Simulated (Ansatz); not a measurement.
Molecular dynamics, with input and output: Al$_{3}$Cu$_{2}$ (part 2 of 2)

Al$_{3}$Cu$_{2}$ (disordered cell, 20 atoms in the cell); DFT PBEsol, scalar-relativistic, plane waves, PAW, no spin polarisation (Ansatz 0.2.0); cutoff 320 eV, 1×1×1 k-mesh, Fermi–Dirac smearing of 0.1482 eV. It belongs to a series of runs on one base structure; here: Langevin dynamics at 1720 K from a random packing.

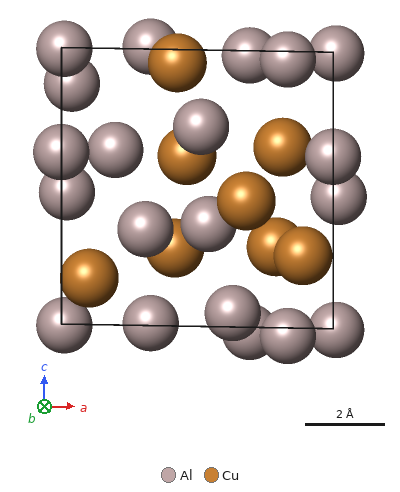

Figure 1. The geometry at step 13 of the log (spheres-only view of the cell of the calculation, along the b axis).

Trajectory as extended XYZ (Å, eV, eV/Å), 10 of the 25 frames kept, from step=0 to step=24
```
20
Lattice="6.8922 -0.1855 -0.0601 -0.1855 6.9739 0.0068 -0.0601 0.0068 7.0023" Properties=species:S:1:pos:R:3:forces:R:3 step=0 time_fs=0.0 energy=-58996.31465 temperature=1634.0 pressure_GPa=0.71
Al    5.6709    1.3588    6.4385   -0.7659   0.7118   1.2262
Al   -0.0971    6.9404    3.6707    0.2457  -0.7955  -2.2838
Al    0.0496    6.2783    5.9938    0.4133   0.7961   0.8162
Al    3.4211    3.9229    2.7812    1.2842   1.6064  -0.2039
Al    0.2179    3.7601    6.6237   -2.1496  -1.1796   1.7301
Al    3.3105    2.8474    4.9555    0.0758  -1.5456   0.5061
Al    0.0450    2.2481    4.5601   -0.9652  -0.3424  -0.0473
Al    4.5576    6.0998    6.5447   -0.8065  -1.2428   0.7814
Al    1.4193    2.5799    2.5682    0.3301  -1.4345  -2.0774
Al    2.2451    5.0797    6.6973    0.1067   1.7013   0.2667
Al    3.8538    3.3398    0.4241    1.4167  -1.1935   0.5561
Al    1.0199    4.4536    4.3558    0.7701   1.9072  -1.6273
Cu    5.1813    5.5672    2.0072   -0.2274   0.0655  -0.0105
Cu    0.5867    0.6314    1.1745    0.0239  -0.3172   0.1218
Cu    2.6192    6.3188    1.8803    0.1443   0.4037   0.4731
Cu    5.3746    4.2965    4.3784   -0.0020   0.6803   0.2991
Cu    2.8601    0.9481    6.7416    0.2156  -0.4198   0.0310
Cu    3.1360    5.8370    4.4537    0.0991   0.3985  -0.6263
Cu    5.8987    2.5367    1.6968   -0.0120   0.1672   0.0338
Cu    4.6111    0.8257    3.2409   -0.1946   0.0338   0.0355
20
Lattice="6.8922 -0.1855 -0.0601 -0.1855 6.9739 0.0068 -0.0601 0.0068 7.0023" Properties=species:S:1:pos:R:3:forces:R:3 step=3 time_fs=9.0 energy=-58996.42898 temperature=1376.1 pressure_GPa=0.55
Al    5.6802    1.3395    6.4927   -0.1570   1.2850   0.3138
Al   -0.1503    6.9424    3.6683    0.2857  -1.5486  -2.2191
Al    0.0617    6.3055    6.0057    0.8136   0.8193   0.6225
Al    3.3972    3.9331    2.6996    2.1347   2.6152   1.3118
Al    0.1709    3.7497    6.6564   -1.8261  -1.0818   0.8774
Al    3.3440    2.8439    4.9816    0.0298  -1.1036   0.2287
Al    0.0080    2.2032    4.3593   -1.6967   1.2631   1.5402
Al    4.6509    6.1103    6.5411   -2.1136  -1.8952   0.6131
Al    1.5822    2.5630    2.6175   -0.5170  -2.1403  -2.2049
Al    2.2053    5.1170    6.7554    1.0043   0.9996   0.2126
Al    3.9395    3.2694    0.5027    0.8121  -0.7393  -0.8475
Al    1.0173    4.5719    4.3428    0.3667   0.5725  -1.4195
Cu    5.2001    5.5903    1.9859   -0.2336  -0.1326  -0.0467
Cu    0.5949    0.6457    1.1820    0.1768  -0.3471   0.1481
Cu    2.6362    6.3093    1.8771    0.0980   0.5425   0.5369
Cu    5.3420    4.3171    4.4311    0.0685   0.6554   0.2126
Cu    2.8538    0.9670    6.7468    0.3319  -0.4879   0.0593
Cu    3.1039    5.8324    4.4190    0.3869   0.3810  -0.2927
Cu    5.9477    2.4879    1.7022    0.3231   0.1684   0.3349
Cu    4.6341    0.7672    3.2204   -0.2842   0.1787   0.0213
20
Lattice="6.8922 -0.1855 -0.0601 -0.1855 6.9739 0.0068 -0.0601 0.0068 7.0023" Properties=species:S:1:pos:R:3:forces:R:3 step=5 time_fs=15.0 energy=-58996.87977 temperature=1665.0 pressure_GPa=0.66
Al    5.6860    1.3647    6.5568   -0.0308   0.5349  -0.2811
Al   -0.1410    6.9154    3.6267    0.2970  -1.1690  -1.6578
Al    0.0550    6.3004    6.0362    0.7569   1.1546   0.2278
Al    3.4201    3.9949    2.6623    1.8367   2.4119   1.5720
Al    0.1162    3.7447    6.6994   -1.4331  -0.7730   0.3473
Al    3.3716    2.8283    4.9911   -0.0032  -0.8572   0.0050
Al   -0.0203    2.2075    4.2876   -1.6689   1.4106   1.6870
Al    4.6703    6.0968    6.5666   -2.4605  -1.6900   0.4046
Al    1.6750    2.5253    2.6022   -0.5867  -2.1457  -1.7698
Al    2.1556    5.1303    6.8474    1.3823   0.5799  -0.0122
Al    4.0475    3.2303    0.5163    0.1009  -0.2890  -1.1045
Al    1.0170    4.6559    4.3428    0.2868  -0.3300  -1.2429
Cu    5.1993    5.6180    1.9769   -0.1467  -0.2067  -0.0781
Cu    0.6123    0.6592    1.1759    0.2496  -0.4022   0.1435
Cu    2.6433    6.2909    1.8934    0.0307   0.8290   0.6135
Cu    5.3349    4.3506    4.4526    0.1099   0.5863   0.2185
Cu    2.8563    0.9610    6.7369    0.3474  -0.4617   0.1197
Cu    3.0849    5.8189    4.3880    0.6088   0.4913   0.0260
Cu    5.9623    2.4782    1.7003    0.6235   0.1078   0.7142
Cu    4.6540    0.7601    3.1933   -0.2963   0.2179   0.0644
20
Lattice="6.8922 -0.1855 -0.0601 -0.1855 6.9739 0.0068 -0.0601 0.0068 7.0023" Properties=species:S:1:pos:R:3:forces:R:3 step=8 time_fs=24.0 energy=-58997.33588 temperature=2022.8 pressure_GPa=1.07
Al    5.6846    1.4400    6.6437   -0.1544  -1.7641  -1.1877
Al   -0.0966    6.8219    3.5213    0.2674   0.2661  -0.8054
Al    0.0780    6.3420    6.0825    0.1014   1.4213  -0.2910
Al    3.4926    4.1494    2.6230    0.6659   0.5239   1.3128
Al    0.0201    3.6949    6.8185   -0.2810   0.6455  -0.5398
Al    3.3796    2.7760    5.0256   -0.0423  -0.4233  -0.7351
Al   -0.0561    2.1874    4.2919   -0.9744   1.1764   1.1544
Al    4.6740    6.0645    6.6541   -2.1603  -1.0747  -0.0710
Al    1.7959    2.4190    2.5180   -0.0652  -1.3878  -0.8667
Al    2.0683    5.1118    6.9711    1.6322   0.1575  -0.0970
Al    4.1983    3.2131    0.4561   -1.1971   0.7635  -0.2982
Al    1.0445    4.7809    4.3801   -0.0422  -1.8480  -0.8476
Cu    5.2211    5.6631    1.9803    0.0408  -0.2577  -0.1911
Cu    0.6498    0.6884    1.1456    0.2579  -0.4998   0.1390
Cu    2.6628    6.2798    1.9379   -0.1882   1.4042   0.4291
Cu    5.3441    4.4219    4.4708    0.1181   0.3889   0.2601
Cu    2.8468    0.9742    6.7175    0.3212  -0.4925   0.3054
Cu    3.0480    5.8186    4.3522    1.1233   0.8143   0.4723
Cu    5.9741    2.4775    1.7013    0.7978  -0.1057   1.7090
Cu    4.6636    0.7538    3.1812   -0.2173   0.2927   0.1486
20
Lattice="6.8922 -0.1855 -0.0601 -0.1855 6.9739 0.0068 -0.0601 0.0068 7.0023" Properties=species:S:1:pos:R:3:forces:R:3 step=11 time_fs=33.0 energy=-58996.77360 temperature=1763.3 pressure_GPa=2.14
Al    5.6733    1.4812    6.7040   -0.2875  -3.7003  -1.6221
Al   -0.0799    6.7147    3.4196    0.7162   1.3336   0.1086
Al    0.0656    6.3980    6.0930   -0.1795   1.1386  -0.4292
Al    3.5615    4.3107    2.5921    0.1526  -1.5034   1.0205
Al   -0.0693    3.6745    6.9396    0.7628   1.9359  -1.1118
Al    3.3939    2.7097    5.0364   -0.1730  -0.1224  -1.5513
Al   -0.1068    2.1331    4.3216   -0.4011   1.0340   0.5676
Al    4.6073    5.9928    6.7814   -1.3818  -0.4073  -0.8304
Al    1.9515    2.2887    2.4599    0.2688  -0.8059  -0.2049
Al    2.0397    5.0202    7.0466    1.0630   0.1354  -0.2704
Al    4.2418    3.1998    0.3546   -1.7572   1.3719   0.9675
Al    1.1297    4.8569    4.3968   -1.1650  -3.0097  -0.2595
Cu    5.2425    5.7403    1.9998    0.0916  -0.3732  -0.4712
Cu    0.6666    0.7118    1.1464    0.2272  -0.5800   0.0211
Cu    2.6784    6.2825    1.9551   -0.5737   2.0767  -0.0364
Cu    5.3982    4.4782    4.5192    0.0475   0.2340   0.2201
Cu    2.8518    1.0049    6.6844    0.2508  -0.6347   0.5562
Cu    3.0038    5.8244    4.3100    2.2461   1.5598   0.8658
Cu    5.9959    2.4646    1.7374    0.3070  -0.1754   2.2212
Cu    4.6455    0.7438    3.1687   -0.2156   0.4898   0.2380
20
Lattice="6.8922 -0.1855 -0.0601 -0.1855 6.9739 0.0068 -0.0601 0.0068 7.0023" Properties=species:S:1:pos:R:3:forces:R:3 step=13 time_fs=39.0 energy=-58996.48539 temperature=1510.1 pressure_GPa=2.47
Al    5.6372    1.4684    6.7504   -0.3760  -3.9097  -1.4220
Al   -0.0691    6.6533    3.3457    1.5778   1.5180   1.1662
Al    0.0381    6.4880    6.0960   -0.0089   0.5467  -0.7472
Al    3.5884    4.3812    2.5683    0.2447  -2.3223   1.0503
Al   -0.0853    3.6585    6.9752    1.0437   2.1748  -1.2186
Al    3.4206    2.6898    5.0275   -0.2434  -0.0388  -1.8420
Al   -0.0999    2.1097    4.3578   -0.2393   0.7974   0.3326
Al    4.5552    5.9113    6.8498   -0.9200  -0.0368  -1.3517
Al    2.0468    2.2408    2.4231    0.3323  -0.6281   0.0108
Al    2.0663    4.9904    7.0493    0.4117   0.1431  -0.4033
Al    4.2492    3.2197    0.3180   -1.6217   1.2809   1.3647
Al    1.1954    4.8277    4.4256   -2.2095  -3.1218   0.0293
Cu    5.2652    5.7896    2.0079   -0.3147  -0.5021  -0.7953
Cu    0.6732    0.7137    1.1700    0.2441  -0.4997  -0.0682
Cu    2.6882    6.2764    1.9544   -0.8440   2.5473  -0.2530
Cu    5.4482    4.5056    4.5307    0.0170   0.2069   0.1921
Cu    2.8508    1.0029    6.6401    0.2119  -0.6895   0.6696
Cu    2.9875    5.8162    4.2966    2.8782   2.0943   0.9558
Cu    6.0366    2.4598    1.7841    0.0495  -0.1494   2.0393
Cu    4.6329    0.7494    3.1567   -0.2342   0.5937   0.2893
20
Lattice="6.8922 -0.1855 -0.0601 -0.1855 6.9739 0.0068 -0.0601 0.0068 7.0023" Properties=species:S:1:pos:R:3:forces:R:3 step=16 time_fs=48.0 energy=-58996.92485 temperature=1618.6 pressure_GPa=2.19
Al    5.5948    1.3613    6.7926   -1.0202  -2.2587  -0.4993
Al   -0.0175    6.6095    3.3087    1.9697   0.8881   1.5893
Al   -0.0232    6.6470    6.0734    0.7095  -0.6063  -1.1004
Al    3.6594    4.4022    2.5457    0.1968  -2.3740   1.3010
Al   -0.0920    3.6137    6.9547    0.8927   1.9554  -1.2591
Al    3.4952    2.6727    4.9819   -0.2221  -0.0365  -2.0073
Al   -0.0639    2.0877    4.3799   -0.2490   0.6319   0.1936
Al    4.5236    5.7948    6.9249   -0.6093   0.3213  -2.3499
Al    2.1429    2.1924    2.3758    0.3874  -0.3990   0.1730
Al    2.1239    4.9533    7.0324   -0.5574   0.3236  -0.4283
Al    4.2046    3.2469    0.2874   -0.6288   0.1307   1.3751
Al    1.2610    4.6921    4.4853   -2.3405  -2.5153   0.0088
Cu    5.2649    5.8620    1.9751    0.0707  -0.0548  -0.0058
Cu    0.6823    0.7195    1.2100    0.2740  -0.5211  -0.1781
Cu    2.7098    6.2815    1.9616   -1.0460   2.4766  -0.4316
Cu    5.4906    4.5582    4.5474    0.0412   0.2057   0.1855
Cu    2.8638    0.9904    6.5510    0.1451  -0.7591   0.7447
Cu    2.9846    5.8313    4.2905    2.3778   1.9953   0.8634
Cu    6.1146    2.4775    1.8317   -0.2662  -0.1844   1.4979
Cu    4.5981    0.7505    3.1597   -0.1278   0.7814   0.3256
20
Lattice="6.8922 -0.1855 -0.0601 -0.1855 6.9739 0.0068 -0.0601 0.0068 7.0023" Properties=species:S:1:pos:R:3:forces:R:3 step=19 time_fs=57.0 energy=-58997.75073 temperature=1693.2 pressure_GPa=1.15
Al    5.5512    1.2796    6.8520   -1.5678  -0.5050   0.3105
Al    0.0895    6.5755    3.3340    1.4873   0.3310   0.8422
Al   -0.0817    6.7944    6.0270    1.5284  -1.4401  -1.2544
Al    3.6893    4.3506    2.5450    0.2975  -1.0561   1.2863
Al   -0.0370    3.5966    6.9233    0.0191   1.1349  -0.7894
Al    3.5313    2.6950    4.8681   -0.0097  -0.1735  -1.1578
Al   -0.0601    2.1106    4.3549   -0.3084   0.4028   0.2022
Al    4.5338    5.7138    6.9057   -0.4522   0.4280  -2.4515
Al    2.2618    2.1417    2.3255    0.1839  -0.4059   0.1671
Al    2.1631    4.8954    7.0055   -0.8336   0.9241  -0.1062
Al    4.1357    3.2654    0.2917    0.2822  -1.0143   0.7294
Al    1.3440    4.5724    4.5336   -2.1641  -1.9534  -0.2845
Cu    5.2654    5.9184    1.9359    0.4311   0.3227   0.8401
Cu    0.7051    0.7345    1.2343    0.1752  -0.5756  -0.1840
Cu    2.7143    6.3327    1.9862   -0.8805   1.5780  -0.6174
Cu    5.5332    4.6105    4.5498    0.0583   0.1558   0.1330
Cu    2.8653    0.9725    6.4877    0.1576  -0.6053   0.5961
Cu    3.0054    5.8612    4.2904    1.8405   1.6506   0.7817
Cu    6.1581    2.4821    1.9143   -0.3641  -0.0022   0.6356
Cu    4.5325    0.7728    3.1735    0.1198   0.8062   0.3156
20
Lattice="6.8922 -0.1855 -0.0601 -0.1855 6.9739 0.0068 -0.0601 0.0068 7.0023" Properties=species:S:1:pos:R:3:forces:R:3 step=21 time_fs=63.0 energy=-58998.08864 temperature=1810.3 pressure_GPa=0.78
Al    5.5013    1.2193    6.8661   -1.5899   0.4046   0.8183
Al    0.1567    6.5522    3.3601    1.3335   0.2681   0.2118
Al   -0.0873    6.8711    5.9605    1.7547  -1.6117  -0.9601
Al    3.7240    4.3021    2.5663    0.3131  -0.0213   1.2638
Al    0.0039    3.5823    6.9135   -0.5734   0.5915  -0.4794
Al    3.5435    2.7052    4.7951    0.1689  -0.2501  -0.5118
Al   -0.0523    2.1675    4.3676   -0.3550   0.1045   0.0913
Al    4.5266    5.6938    6.8638   -0.1233   0.4778  -1.9454
Al    2.3657    2.1165    2.2935   -0.1543  -0.5364   0.0453
Al    2.1873    4.8251    6.9960   -1.0190   1.4649   0.1332
Al    4.0977    3.2898    0.3079    1.0410  -1.7216   0.2912
Al    1.3856    4.5062    4.5730   -1.7837  -1.3926  -0.5732
Cu    5.2601    5.9628    1.9412    0.4156   0.1882   0.5472
Cu    0.7310    0.7471    1.2393    0.0254  -0.5663  -0.1833
Cu    2.7171    6.3877    2.0028   -0.8172   0.8242  -0.7933
Cu    5.5460    4.6552    4.5443    0.0574   0.0792   0.1215
Cu    2.8870    0.9716    6.4540    0.1075  -0.5380   0.5392
Cu    3.0234    5.9055    4.2916    1.2934   1.1652   0.7674
Cu    6.1806    2.4797    1.9703   -0.4406   0.0097   0.1313
Cu    4.5029    0.7579    3.1701    0.3423   1.0563   0.4823
20
Lattice="6.8922 -0.1855 -0.0601 -0.1855 6.9739 0.0068 -0.0601 0.0068 7.0023" Properties=species:S:1:pos:R:3:forces:R:3 step=24 time_fs=72.0 energy=-58998.14447 temperature=1578.9 pressure_GPa=0.45
Al    5.4294    1.1337    6.9018   -0.7590   0.6855   0.9937
Al    0.2246    6.5171    3.4067    1.3476   0.3632  -0.9858
Al   -0.0162    6.9290    5.8359    1.2185  -1.0296   0.3367
Al    3.7686    4.2476    2.5866    0.3759   0.8371   1.2686
Al    0.0282    3.5689    6.8764   -1.2262   0.0882  -0.0417
Al    3.5501    2.6721    4.8228    0.2479  -0.1650  -0.9337
Al   -0.0263    2.2351    4.3819   -0.5280  -0.3692  -0.0380
Al    4.5006    5.6949    6.7580    0.3249   0.3024  -1.0270
Al    2.4682    2.1037    2.2006   -0.4178  -0.5609   0.1946
Al    2.2139    4.7284    6.9780   -1.4126   2.1262   0.4297
Al    4.0590    3.2860    0.2814    2.1464  -1.9673   0.5218
Al    1.4005    4.4226    4.6267   -0.9261  -0.4962  -1.0300
Cu    5.2744    6.0161    1.9612    0.1861  -0.1198  -0.2731
Cu    0.7634    0.7666    1.2351   -0.2599  -0.6665  -0.1608
Cu    2.7294    6.4837    2.0226   -0.8532  -0.0041  -1.0829
Cu    5.5762    4.7462    4.5617   -0.0667  -0.1396   0.0545
Cu    2.9171    0.9676    6.4215   -0.1020  -0.6997   0.6578
Cu    3.0253    6.0066    4.2941    0.4768   0.2908   0.8524
Cu    6.1967    2.4678    2.0360   -0.4757   0.0351  -0.4522
Cu    4.4869    0.7429    3.1815    0.7026   1.4909   0.7152
```

This output came from the following input.

Input
```yaml
crystal:
  lattice:
    - [6.892192, -0.185464, -0.060055]
    - [-0.185464, 6.973898, 0.006784]
    - [-0.060055, 0.006784, 7.002285]
  atoms:
    - { symbol: Al, position: [0.8366954102, 0.2161844555, 0.9264513389] }
    - { symbol: Al, position: [0.0172546472, 0.9951486204, 0.5234021214] }
    - { symbol: Al, position: [0.0388880876, 0.9004603469, 0.8554331316] }
    - { symbol: Al, position: [0.5153682806, 0.5758262146, 0.4010420626] }
    - { symbol: Al, position: [0.0543743321, 0.5396946842, 0.9458780507] }
    - { symbol: Al, position: [0.497849054, 0.4208466255, 0.7115637052] }
    - { symbol: Al, position: [0.0208793113, 0.3222875698, 0.6511039512] }
    - { symbol: Al, position: [0.6934685529, 0.8921906406, 0.9397331882] }
    - { symbol: Al, position: [0.2192398164, 0.3754040917, 0.3682884509] }
    - { symbol: Al, position: [0.3539305481, 0.7368610394, 0.958768237] }
    - { symbol: Al, position: [0.5730217787, 0.4940810852, 0.0650068043] }
    - { symbol: Al, position: [0.1706987887, 0.6425502679, 0.6228923679] }
    - { symbol: Cu, position: [0.7763385344, 0.8186549852, 0.2925163767] }
    - { symbol: Cu, position: [0.0890942628, 0.0927485412, 0.168401926] }
    - { symbol: Cu, position: [0.4070560139, 0.916618721, 0.2711284945] }
    - { symbol: Cu, position: [0.8024516448, 0.6368019518, 0.6315531572] }
    - { symbol: Cu, position: [0.4273352506, 0.1463709623, 0.9662938889] }
    - { symbol: Cu, position: [0.4834244923, 0.8492114953, 0.639360315] }
    - { symbol: Cu, position: [0.8684265595, 0.3865956268, 0.2493984442] }
    - { symbol: Cu, position: [0.6767708482, 0.1359451662, 0.4685109014] }
  symmetry: { detect: false }
basis:
  ecutwfc: 320
  xc_grid: 1
kpoints:
  mp_grid: { grid: [1, 1, 1], shift: [0.25, 0.25, 0.25] }
hamiltonian:
  xc: pbesol
scf:
  occupations: { method: fermi_dirac, width: 0.1482 }
  lower_state_search: "off"
  convergence: { dr2_threshold: 1.0e-05 }
output:
  forces: true
  stress: true
md:
  timestep: 3.0
  n_steps: 24
  ensemble: nvt_langevin
  friction: 0.03
  temperature: 1720.0
  initial_velocities: maxwell_boltzmann
  seed: 51773
```

Launch command:
```bash
ansatz run input.yaml --threads 2 --pin off --max-ram 5120MiB --backend cpu --events-out ev --progress --plain --runs-dir out
```

Summary

| quantity | value |
| --- | --- |
| outcome | finished |
| mean temperature over the second half | 1611 K |
| trajectory | 24 steps, 72 fs |
| ensemble | nvt_langevin |
| temperature in the input | 1720.0 K |
| time step | 3.0 fs |
| electrons treated | 188 |
| potential energy (free energy of the electrons) (last step) | −58998.1445 eV |
| Fermi energy (last step) | 8.945 eV |
| pressure (without the kinetic term) (last step) | −0.85 GPa |
| largest force (length of the vector) (last step) | 2.958 eV/Å |
| hardware | 2 threads of Intel Xeon @ 2.50GHz (Skylake/Cascade Lake), 189 GiB of memory available, shared host |
| wall time | 96 s (CPU time 2.7 min) |
| peak memory | 0.47 GiB |

The k-point mesh is coarse (a preliminary or cheap run), so energies and forces are approximate. The program warns: the cutoff is below the recommended one; the SCF threshold is loose for the printed forces; the SCF threshold is looser than advised for the printed stress. So short a trajectory is not equilibrated. The logged temperature at the start can lie below the typed one, since it is counted over all degrees of freedom.
